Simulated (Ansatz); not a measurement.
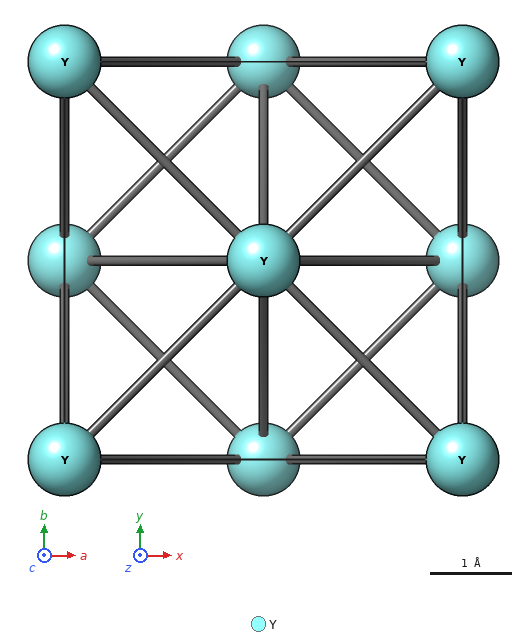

A scan of crystalline Y (Fm-3m): the cell is strained equally along x and y and separately along z, with the atoms kept at their fractional coordinates. x, y and z are the Cartesian axes of the input. The picture shows the reference cell. Style: ball-and-stick. Shown: the conventional cell (4 times the calculation's cell), along the c axis. Lengths and directions refer to the drawn axes.

Level of theory: DFT r2SCAN, scalar-relativistic, plane waves, PAW in Ansatz 0.2.0. (plane-wave cutoff 500 eV; k-point mesh 16 × 16 × 16; occupations gaussian; smearing width 0.15 eV; no spin polarisation). Energies (free energies at the smearing named) are counted from the cell as listed in its source, which wasn't relaxed.

```
Y
1.0
     0.00000    2.48500    2.48500
     2.48500    0.00000    2.48500
     2.48500    2.48500    0.00000
Y
1
Direct
  0.00000 0.00000 0.00000
```

> Give the energy at each point on a grid with rows −0.080, −0.040, 0.000, 0.040, 0.080 and columns −0.080, −0.040, 0.000, 0.040, 0.080 (strain along x and y; strain along z).

Rows: strain along x and y; columns: strain along z; values in meV/atom.

```
        −0.080  −0.040  0.000  0.040  0.080
−0.080     448     330    238    169    123
−0.040     229     144     83     42     20
 0.000      90      35      0    −17    −17
 0.040      18     −11    −23    −19     −1
 0.080      −1      −6      3     25     59
```

In pairs of (strain along x and y; strain along z): the lowest computed point lies at (0.040, 0.000) (−23 meV/atom), the highest at (−0.080, −0.080) (448 meV/atom). The valley is tilted: raising the in-plane strain is made harder by raising the strain along z (cross term 0.71 of the geometric mean of the two curvatures). Over the ranges scanned the energy rises more along the first axis, the in-plane strain. The pressure runs from −4.5 GPa at (0.080, 0.080) to 20.4 GPa at (−0.080, −0.080).

As a map, interpolated between the computed points (dots):

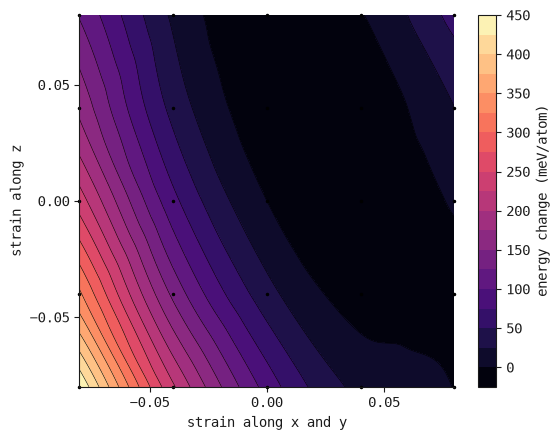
